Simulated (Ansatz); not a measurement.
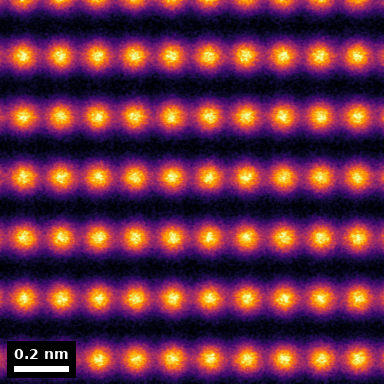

iDPC-like image of Ru. Simulated as the projected potential of neutral atoms (B = 0.5 Å²) blurred by a 0.67 Å probe, the thin-sample limit of integrated differential phase contrast. Shot noise and a slight drift were added.

> What two-dimensional lattice does the image show, and how large is its cell?

The pattern repeats on a rectangular net of 1.4 × 2.2 Å.

> What is the plane group of the image?

p2mm: mirror lines in two perpendicular directions, with twofold points where they cross.

> How many columns does the smallest repeating cell hold, and how many levels of brightness?

1 column in the primitive cell of 3.0 Å², all of one brightness.

The crystal is Ru (Fm-3m, No. 225) seen along [211]. Structure used: the geometry relaxed with Ansatz, DFT, revPBE, plane waves (420 eV) with PAW, scalar-relativistic; the starting structure was generated, so it need not be a known form of this composition.
